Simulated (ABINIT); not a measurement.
# CuO: positron calculation (part 2 of 2)

The same run, continued: CuO (C2/c, 4 atoms in the cell); Kohn-Sham DFT of a periodic cell, PBE, JTH PAW PBE v2.0, no spin polarisation (ABINIT 10.8.3); cutoff 598.65 eV, 7×7×4 k-mesh, fermi-dirac of 0.05 eV. The structure derives from an entry of the Crystallography Open Database.

Geometry of the input (Å; fractional positions):
```
2.3418  -1.7113  0.0000
2.3418  1.7113  0.0000
-0.8500  0.0000  5.0579
Cu 0.5000  -0.0000  0.5000
Cu 0.0000  0.5000  0.0000
O  0.4184  0.5816  0.7500
O  0.5816  0.4184  0.2500
```

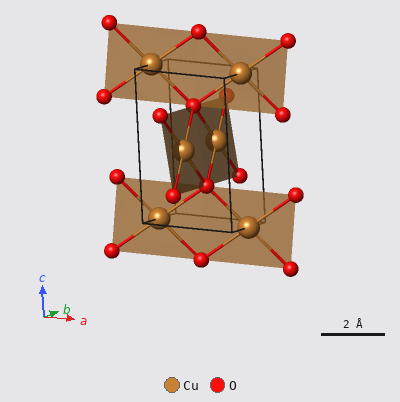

Figure 1. The structure (polyhedral view of the cell of the calculation, seen slightly off an axis; polyhedra are completed across the faces of the cell).

## Log, continued
```
 cartesian forces (eV/Angstrom) at end:
    1     -0.00000000000000    -0.00000000000000    -0.00000000000000
    2     -0.00000000000000    -0.00000000000000    -0.00000000000000
    3     -0.00000000000000    -0.27132770109817    -0.00000000000000
    4      0.00000000000000     0.27132770109817     0.00000000000000
 frms,max,avg= 1.1076907E-01 2.7132770E-01   0.000E+00  0.000E+00  0.000E+00 e/A
 length scales=  1.889726125908  1.889726125908  1.889726125908 bohr
              =  1.000000000000  1.000000000000  1.000000000000 angstroms
 Fermi (or HOMO) energy (hartree) =   0.20925   Average Vxc (hartree)=  -0.42084
 Eigenvalues (hartree) for nkpt=  60  k points:
 kpt#   1, nband= 30, wtk=  0.00510, kpt=  0.0000  0.0000  0.0000 (reduced coord)
  -3.92842   -3.92840   -2.36775   -2.36773   -2.36639   -2.36609   -2.35155   -2.35153
  -0.52493   -0.47623   -0.09164    0.00380    0.01858    0.08828    0.09408    0.09417
   0.09680    0.10139    0.11000    0.11453    0.12261    0.12905    0.13113    0.15011
   0.21684    0.24359    0.27170    0.42975    0.50848    0.69938
      occupation numbers for kpt#   1
   2.00000    2.00000    2.00000    2.00000    2.00000    2.00000    2.00000    2.00000
   2.00000    2.00000    2.00000    2.00000    2.00000    2.00000    2.00000    2.00000
   2.00000    2.00000    2.00000    2.00000    2.00000    2.00000    2.00000    2.00000
   0.03155    0.00000    0.00000    0.00000    0.00000    0.00000
 prteigrs : prtvol=0 or 1, do not print more k-points.

--- !EnergyTerms
iteration_state     : {dtset: 1, }
comment             : Components of total free energy in Hartree
kinetic             :  3.69030712487583E+01
hartree             :  1.04175844394922E+02
xc                  : -1.13067860515308E+01
Ewald energy        : -2.48584466332425E+02
psp_core            :  1.52803378592402E+01
local_psp           : -2.62557290707636E+02
PAW spherical_terms : -6.20563309856060E+01
internal            : -4.28145620574277E+02
'-kT*entropy'       : -6.74025459522977E-04
total_energy        : -4.28146294599736E+02
total_energy_eV     : -1.16504541921390E+04
...

--- !EnergyTermsDC
iteration_state     : {dtset: 1, }
comment             : '"Double-counting" decomposition of free energy'
band_energy         : -4.34229929603404E+01
Ewald energy        : -2.48584466332425E+02
psp_core            :  1.52803378592402E+01
xc_dc               : -1.00839023504211E+02
PAW spherical_terms : -5.05794758736721E+01
internal            : -4.28145620811408E+02
'-kT*entropy'       : -6.74025459522977E-04
total_energy_dc     : -4.28146294836868E+02
total_energy_dc_eV  : -1.16504541985917E+04
...

--- !EnergyTermsWithPAWCore
iteration_state     : {dtset: 1, }
comment             : 'Components of total free energy, including PAW core contributions'
Total energy        : -3.46041688857510E+03
Total energy DC     : -3.46041688881223E+03
Total energy (eV)   : -9.41627405271328E+04
Total energy DC (eV): -9.41627405335855E+04
...

 Cartesian components of stress tensor (hartree/bohr^3)
  sigma(1 1)= -1.58590831E-04  sigma(3 2)=  0.00000000E+00
  sigma(2 2)= -2.05725535E-04  sigma(3 1)=  3.68341556E-05
  sigma(3 3)= -1.35329598E-04  sigma(2 1)=  0.00000000E+00

-Cartesian components of stress tensor (GPa)         [Pressure=  4.9000E+00 GPa]
- sigma(1 1)= -4.66590335E+00  sigma(3 2)=  0.00000000E+00
- sigma(2 2)= -6.05265420E+00  sigma(3 1)=  1.08369827E+00
- sigma(3 3)= -3.98153424E+00  sigma(2 1)=  0.00000000E+00

================================================================================
== DATASET  2 ==================================================================

--- !DatasetInfo
iteration_state: {dtset: 2, }
dimensions: {natom: 4, nkpt: 1, mband: 1, nsppol: 1, nspinor: 1, nspden: 1, mpw: 673, }
cutoff_energies: {ecut:  22.0, pawecutdg:  44.0, }
electrons: {nelect:   1.00000000E+00, charge:   0.00000000E+00, occopt:   2.00000000E+00, tsmear:   1.00000000E-02, }
meta: {optdriver: 0, ionmov: 0, optcell: 0, iscf: 17, paral_kgb: 0, }
...

 mkfilename : getden/=0, take file _DEN from output of DATASET   1.

 Exchange-correlation functional for the present dataset will be:
  GGA: Perdew-Burke-Ernzerhof functional - ixc=11
  J.P.Perdew, K.Burke, M.Ernzerhof, PRL 77, 3865 (1996)

 Real(R)+Recip(G) space primitive vectors, cartesian coordinates (Bohr,Bohr^-1):
 R(1)=  4.4254551 -3.2338883  0.0000000  G(1)=  0.1129827 -0.1546126  0.0189879
 R(2)=  4.4254551  3.2338883  0.0000000  G(2)=  0.1129827  0.1546126  0.0189879
 R(3)= -1.6063190  0.0000000  9.5579879  G(3)=  0.0000000  0.0000000  0.1046245
 Unit cell volume ucvol=  2.7357691E+02 bohr^3
 Angles (23,13,12)=  9.76901193E+01  9.76901193E+01  7.23147146E+01 degrees

 Coarse grid specifications (used for wave-functions):

 getcut: wavevector=  0.0000  0.0000  0.0000  ngfft=  24  24  45
         ecut(hartree)=     22.000   => boxcut(ratio)=   2.07481

 Fine grid specifications (used for densities):

 getcut: wavevector=  0.0000  0.0000  0.0000  ngfft=  36  36  60
         ecut(hartree)=     44.000   => boxcut(ratio)=   2.07363

--- Pseudopotential description ------------------------------------------------
- pspini: atom type   1  psp file is ./Cu.GGA_PBE-JTH.xml
 Pseudopotential format is: paw10
 basis_size (lnmax)=  6 (lmn_size= 18), orbitals=   0   0   1   1   2   2
 Spheres core radius: rc_sph= 2.00090475
 Shapefunction is SIN type: shapef(r)=[sin(pi*r/rshp)/(pi*r/rshp)]**2
 Radius for shape functions =  1.80603571
 Compensation charge density is not taken into account in XC energy/potential

- pspini: atom type   2  psp file is ./O.GGA_PBE-JTH.xml
 Pseudopotential format is: paw10
 basis_size (lnmax)=  4 (lmn_size=  8), orbitals=   0   0   1   1
 Spheres core radius: rc_sph= 1.41465230
 Shapefunction is SIN type: shapef(r)=[sin(pi*r/rshp)/(pi*r/rshp)]**2
 Radius for shape functions =  1.20231231
 Compensation charge density is not taken into account in XC energy/potential

--------------------------------------------------------------------------------

================================================================================

--- !BeginCycle
iteration_state: {dtset: 2, }
solver: {iscf: 17, nstep: 80, nline: 4, wfoptalg: 10, }
tolerances: {toldfe: 1.00E-09, }
...

     iter   Etot(hartree)      deltaE(h)  residm     nres2
 ETOT  1  -428.16386148017    -4.282E+02 6.093E+00 8.758E-01
 ETOT  2  -428.38572564111    -2.219E-01 1.770E+00 1.015E-01
 ETOT  3  -428.44375910354    -5.803E-02 2.262E+00 8.254E-02
 ETOT  4  -428.48371536018    -3.996E-02 7.940E-01 1.218E-02
 ETOT  5  -428.52010618732    -3.639E-02 1.607E+00 4.756E-03
 ETOT  6  -428.54232960070    -2.222E-02 3.901E-01 3.457E-03
 ETOT  7  -428.55627246325    -1.394E-02 9.550E-01 9.455E-04
 ETOT  8  -428.56396389147    -7.691E-03 1.236E-01 7.142E-04
 ETOT  9  -428.56849357371    -4.530E-03 3.324E-01 5.887E-03
 ETOT 10  -428.57104998666    -2.556E-03 4.133E-02 8.697E-04
 ETOT 11  -428.57255662173    -1.507E-03 1.134E-01 1.077E-03
 ETOT 12  -428.57342876402    -8.721E-04 1.450E-02 9.560E-04
 ETOT 13  -428.57394701633    -5.183E-04 3.927E-02 1.695E-03
 ETOT 14  -428.57425183932    -3.048E-04 5.216E-03 8.811E-04
 ETOT 15  -428.57443484680    -1.830E-04 1.381E-02 1.295E-03
 ETOT 16  -428.57454316531    -1.083E-04 1.899E-03 3.490E-04
 ETOT 17  -428.57460841960    -6.525E-05 4.914E-03 3.503E-04
 ETOT 18  -428.57464761050    -3.919E-05 6.962E-04 8.927E-04
 ETOT 19  -428.57467121634    -2.361E-05 1.766E-03 1.013E-03
 ETOT 20  -428.57468538905    -1.417E-05 2.564E-04 2.569E-04
 ETOT 21  -428.57469399700    -8.608E-06 6.408E-04 2.060E-05
 ETOT 22  -428.57469922014    -5.223E-06 9.477E-05 5.406E-05
 ETOT 23  -428.57470237794    -3.158E-06 2.342E-04 4.904E-07
 ETOT 24  -428.57470430061    -1.923E-06 3.517E-05 1.531E-07
 ETOT 25  -428.57470546979    -1.169E-06 8.618E-05 1.727E-07
 ETOT 26  -428.57470618207    -7.123E-07 1.309E-05 1.321E-08
 ETOT 27  -428.57470661620    -4.341E-07 3.189E-05 8.750E-08
 ETOT 28  -428.57470688122    -2.650E-07 4.889E-06 4.784E-09
 ETOT 29  -428.57470704306    -1.618E-07 1.186E-05 1.626E-08
 ETOT 30  -428.57470714202    -9.896E-08 1.830E-06 3.354E-09
 ETOT 31  -428.57470720254    -6.053E-08 4.425E-06 1.633E-08
 ETOT 32  -428.57470723960    -3.706E-08 6.864E-07 3.653E-09
 ETOT 33  -428.57470726230    -2.269E-08 1.656E-06 2.456E-10
 ETOT 34  -428.57470727620    -1.391E-08 2.580E-07 2.650E-09
 ETOT 35  -428.57470728473    -8.527E-09 6.214E-07 2.156E-10
 ETOT 36  -428.57470728996    -5.231E-09 9.710E-08 1.602E-09
 ETOT 37  -428.57470729317    -3.209E-09 2.336E-07 2.465E-10
 ETOT 38  -428.57470729514    -1.970E-09 3.659E-08 8.434E-10
 ETOT 39  -428.57470729635    -1.210E-09 8.794E-08 1.036E-10
 ETOT 40  -428.57470729709    -7.429E-10 1.381E-08 4.530E-10
 ETOT 41  -428.57470729755    -4.564E-10 3.315E-08 1.348E-09

 At SCF step   41, etot is converged :
  for the second time, diff in etot=  4.564E-10 < toldfe=  1.000E-09

--- !ResultsGS
iteration_state: {dtset: 2, }
comment   : Summary of ground state results
lattice_vectors:
- [  4.4254551,  -3.2338883,   0.0000000, ]
- [  4.4254551,   3.2338883,   0.0000000, ]
- [ -1.6063190,   0.0000000,   9.5579879, ]
lattice_lengths: [   5.48112,    5.48112,    9.69203, ]
lattice_angles: [ 97.690,  97.690,  72.315, ] # degrees, (23, 13, 12)
lattice_volume:   2.7357691E+02
convergence: {deltae: -4.564E-10, res2:  1.348E-09, residm:  3.315E-08, diffor:  0.000E+00, }
etotal    :  -4.28574707E+02
entropy   :   0.00000000E+00
fermie    :  -4.28412461E-01
cartesian_stress_tensor: null
pressure_GPa: null
xred      :
- [  5.0000E-01,  -5.5306E-17,   5.0000E-01, Cu]
- [ -2.5057E-17,   5.0000E-01,   0.0000E+00, Cu]
- [  4.1840E-01,   5.8160E-01,   7.5000E-01,  O]
- [  5.8160E-01,   4.1840E-01,   2.5000E-01,  O]
cartesian_forces: null
force_length_stats: {min: null, max: null, mean: null, }
...

 Integrated electronic density in atomic spheres:
 ------------------------------------------------
 Atom  Sphere_radius  Integrated_density
    1        2.00090          0.06235058
    2        2.00090          0.06235058
    3        1.41465          0.01829331
    4        1.41465          0.01829331

--------------------------------------------------------------------------------
 Results for electron-positron annihilation:

 # Zero-positron density limit of Arponen and Pajanne fitted by Sterne & Kaiser
   Ref.: P.A. Sterne and J.H. Kaiser, Phys. Rev. B 43, 13892 (1991)
 # Enhancement factor of Sterne & Kaiser
   Ref.: P.A. Sterne and J.H. Kaiser, Phys. Rev. B 43, 13892 (1991)

 Positron lifetime                         (ps)   =  1.24073029E+02
 Positron lifetime with IPM for core elec. (ps)   =  1.24212286E+02
 Annihilation rate                         (ns-1) =  8.05976939E+00
 Annihilation rate with IPM for core elec. (ns-1) =  8.05073341E+00

 Annihilation rate core/valence decomposition:
   Core    contribution to ann.rate          (ns-1) =  8.07223411E-02
   Valence contribution to ann.rate          (ns-1) =  7.97904705E+00
   Core    contribution to ann.rate with IPM (ns-1) =  6.98096907E-02
   Valence contribution to ann.rate with IPM (ns-1) =  7.98092372E+00

 Annihilation rate PAW decomposition:
   Plane-wave contribution to ann.rate          (ns-1) =  7.57684378E+00
   Plane-wave valence contribution to ann.rate  (ns-1) =  7.56978780E+00
   On-site core contribution to ann.rate        (ns-1) =  7.36663561E-02
   On-site valence contribution to ann.rate     (ns-1) =  4.09259253E-01
   Plane-wave contribution to ann.rate with IPM (ns-1) =  7.57459109E+00
   Plane-wave core contrb. to ann.rate with IPM (ns-1) =  3.46400101E-03

      (*) IPM=Independent particle Model

================================================================================

 ----iterations are completed or convergence reached----

 Mean square residual over all n,k,spin=   33.151E-09; max=  33.151E-09
 reduced coordinates (array xred) for    4 atoms
       0.500000000000     -0.000000000000      0.500000000000
      -0.000000000000      0.500000000000      0.000000000000
       0.418400000000      0.581600000000      0.750000000000
       0.581600000000      0.418400000000      0.250000000000
 rms dE/dt=  0.0000E+00; max dE/dt=  0.0000E+00; dE/dt below (all hartree)
    1       0.000000000000      0.000000000000      0.000000000000
    2       0.000000000000      0.000000000000      0.000000000000
    3       0.000000000000      0.000000000000      0.000000000000
    4       0.000000000000      0.000000000000      0.000000000000

 cartesian coordinates (angstrom) at end:
    1      0.74591128660000    -0.85565000000000     2.52893469735000
    2      1.17092500000000     0.85565000000000     0.00000000000000
    3      1.70432942990000     0.27928416000000     3.79340204602500
    4      2.12934314330000    -0.27928416000000     1.26446734867500
 length scales=  1.889726125908  1.889726125908  1.889726125908 bohr
              =  1.000000000000  1.000000000000  1.000000000000 angstroms
 Fermi (or HOMO) energy (hartree) =  -0.42841   Average Vxc (hartree)=  -0.35538
 Eigenvalues (hartree) for nkpt=   1  k points:
 kpt#   1, nband=  1, wtk=  1.00000, kpt=  0.0000  0.0000  0.0000 (reduced coord)
  -0.42841

--- !EnergyTerms
iteration_state     : {dtset: 2, }
comment             : Components of total free energy in Hartree
kinetic             :  7.73577288972521E-02
local_psp           : -9.75227932395479E-01
PAW spherical_terms :  2.13969569705487E-02
positronic          : -8.76473246527685E-01
electronic          : -4.28146294836868E+02
electron_positron_interaction:  4.48045030048054E-01
total_energy        : -4.28574723053347E+02
total_energy_eV     : -1.16621123242690E+04
...

--- !EnergyTermsDC
iteration_state     : {dtset: 2, }
comment             : '"Double-counting" decomposition of free energy'
band_energy         : -4.28412460682423E-01
PAW spherical_terms :  0.00000000000000E+00
electron_positron_dc: -4.48045030047990E-01
positronic          : -8.76457490730407E-01
electronic          : -4.28146294836868E+02
electron_positron_interaction:  4.48045030048054E-01
total_energy_dc     : -4.28574707297550E+02
total_energy_dc_eV  : -1.16621118955319E+04
...

== END DATASET(S) ==============================================================
================================================================================

 -outvars: echo values of variables after computation  --------
            acell      1.8897261259E+00  1.8897261259E+00  1.8897261259E+00 Bohr
           etotal1    -4.2814629484E+02
           etotal2    -4.2857470730E+02
            fcart1    -0.0000000000E+00 -0.0000000000E+00 -0.0000000000E+00
                      -0.0000000000E+00 -0.0000000000E+00 -0.0000000000E+00
                      -4.7702734368E-19 -5.2764837011E-03 -4.9644449766E-20
                       4.7702734368E-19  5.2764837011E-03  4.9644449766E-20
            fcart2     9.9999999999E+99  9.9999999999E+99  9.9999999999E+99
                       9.9999999999E+99  9.9999999999E+99  9.9999999999E+99
                       9.9999999999E+99  9.9999999999E+99  9.9999999999E+99
                       9.9999999999E+99  9.9999999999E+99  9.9999999999E+99
            rprim      2.3418500000E+00 -1.7113000000E+00  0.0000000000E+00
                       2.3418500000E+00  1.7113000000E+00  0.0000000000E+00
                      -8.5002742680E-01  0.0000000000E+00  5.0578693947E+00
           strten1    -1.5859083131E-04 -2.0572553465E-04 -1.3532959807E-04
                       0.0000000000E+00  3.6834155563E-05  0.0000000000E+00
           strten2     9.9999999999E+99  9.9999999999E+99  9.9999999999E+99
                       9.9999999999E+99  9.9999999999E+99  9.9999999999E+99
           xangst      7.4591128660E-01 -8.5565000000E-01  2.5289346973E+00
                       1.1709250000E+00  8.5565000000E-01  0.0000000000E+00
                       1.7043294299E+00  2.7928416000E-01  3.7934020460E+00
                       2.1293431433E+00 -2.7928416000E-01  1.2644673487E+00
             xred      5.0000000000E-01 -5.5305658498E-17  5.0000000000E-01
                      -2.5057490726E-17  5.0000000000E-01  0.0000000000E+00
                       4.1840000000E-01  5.8160000000E-01  7.5000000000E-01
                       5.8160000000E-01  4.1840000000E-01  2.5000000000E-01
 Calculation completed.
```

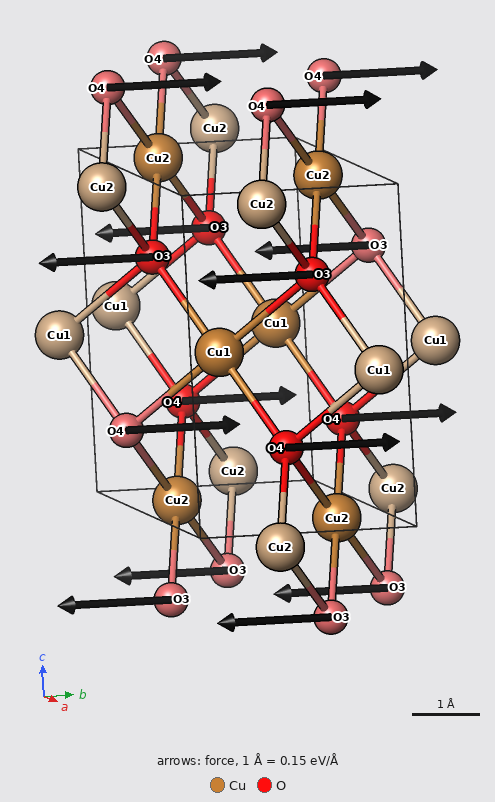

Figure 2. Forces on the atoms as black arrows (ball-and-stick view of the cell 2 times as large as that of the calculation, set on its symmetry axes, seen slightly off an axis; neighbours outside the cell are drawn fainter; atoms are numbered from 1 in the order of the input). The largest act on O3, O4 (0.27 eV/Å). The geometry is not a stationary point of this energy.

## Key numbers

| quantity | value |
| --- | --- |
| outcome | converged |
| space group (tolerance 0.01 Å) | C2/c (15) |
| electrons treated | 50 |
| free energy | −11650.4542 eV |
| positron lifetime (one of the program's estimates) | 124.1 ps |
| Fermi energy | 5.694 eV |
| gap on the k-point mesh | none (metallic) |
| pressure | 4.90 GPa |
| largest force (length of the vector) | 0.271 eV/Å |
| wall time | 2.8 min |
| peak memory | 0.15 GiB |

## Notes

Points of doubt noted for this run: cutoff too low for stress; PAW basis incomplete for positron. The run has no spin polarisation, so a magnetic state may lie lower.
